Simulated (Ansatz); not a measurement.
## Electronic structure of CdH₂O₂ in real space

The calculation's input:

```
crystal:
  lattice:
    - [3.5019706953, 0.0, 0.0]
    - [-1.7509853477, 3.0327955854, 0.0]
    - [0.0, 0.0, 4.5691751487]
  atoms:
    - { symbol: Cd, position: [0.0, 0.0, 0.0] }
    - { symbol: H, position: [0.6666666667, 0.3333333333, 0.5468707618] }
    - { symbol: H, position: [0.3333333333, 0.6666666667, 0.4531292382] }
    - { symbol: O, position: [0.6666666667, 0.3333333333, 0.7582064997] }
    - { symbol: O, position: [0.3333333333, 0.6666666667, 0.2417935003] }
kpoints:
  mp_grid: { grid: [6, 6, 4] }
  band_path:
    path:
      - [0.0, 0.0, 0.0]
      - [0.5, 0.0, 0.0]
      - [0.3333333333, 0.3333333333, 0.0]
      - [0.0, 0.0, 0.5]
      - [0.5, 0.0, 0.5]
      - [0.3333333333, 0.3333333333, 0.5]
      - [0.0, 0.5, 0.0]
    npoints: 1
hamiltonian:
  xc: pbe0
scf:
  occupations: { method: fixed }
  n_extra_bands: 5
output:
  forces: true
  stress: true
  eigenvalues: true
  write_density: true
  write_potential: true
  elf: true
  volumetric_format: npy
```

Command:

```sh
ansatz run input.yaml --threads 4 --pin off --max-ram 5529MiB --backend cpu --events-out ev --progress --plain --runs-dir out
```

Below, planes, directions and counts refer to the conventional cell (a = 3.50 Å, b = 3.50 Å, c = 4.57 Å, α = 90.00°, β = 90.00°, γ = 120.00°).

Space group P-3m1; a structure from a database of computed crystals, not necessarily the ambient phase; started from the database structure prototype, which need not be the ambient phase.

Method: DFT, PBE0, plane waves, PAW in Ansatz.

In a PAW calculation such maps are meaningful between the atoms, not at the nuclei.

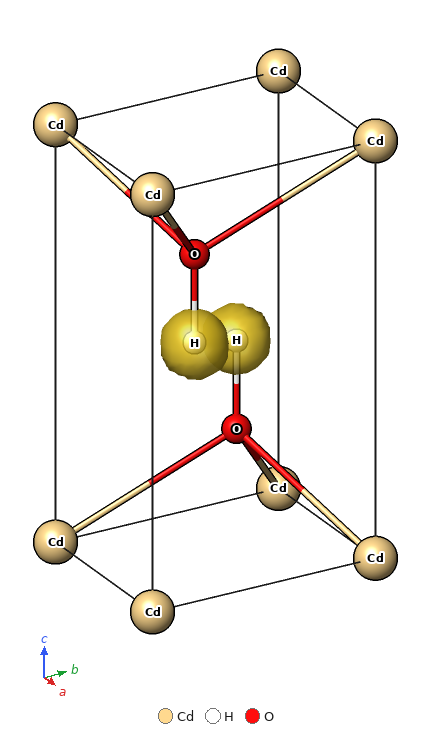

Figure 1. Isosurface of the ELF at 0.9 (yellow), seen slightly off an axis. Core shells and regions of very low density are left out. Sticks mark near contacts.

**Where are the electrons localised?**

At this value the surface marks out two regions around hydrogen nuclei, counted in one cell of 5 atoms. Regions shared between cells count once.


O–H (0.97 Å): the ELF climbs to about 1 towards the hydrogen, as it does in any bond to H (an ordinary covalent bond to hydrogen). Cd–O (2.30 Å): the ELF peaks at about 0.85 in the valence shell of O, 0.6 Å from its nucleus, and drops to about 0.10 between the two atoms; no localised pair shows between them.

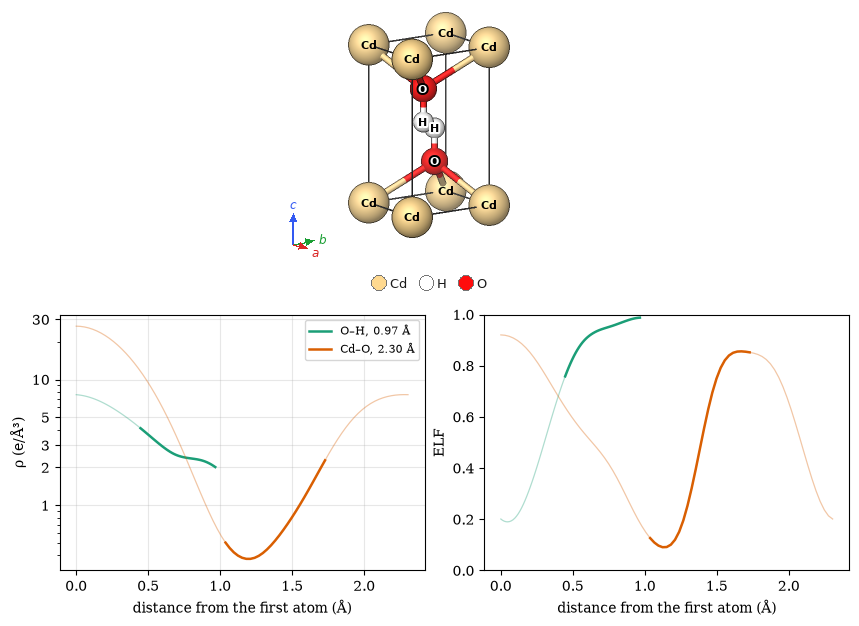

Figure 2. Valence electron density and ELF along straight lines between neighbouring atoms. Thin, pale parts lie inside the atomic spheres. The structure is drawn too.

**What can be read from the curves?**

O–H (0.97 Å): the density is about 3.8 e/Å³ at the midpoint; the ELF climbs to about 1 towards the hydrogen; an ordinary covalent bond to hydrogen.
Cd–O (2.30 Å): the density is about 0.38 e/Å³ at the midpoint; the ELF peaks at about 0.85 in the valence shell of O, 0.6 Å from its nucleus, and drops to about 0.10 between the two atoms: no shared electron pair shows on this line.

**Does the calculation make it a metal, or give it a gap?**

It is gapped, with a Kohn–Sham gap of 4.1 eV on the k-point mesh (the band edges may lie off the mesh, which would make the gap smaller).
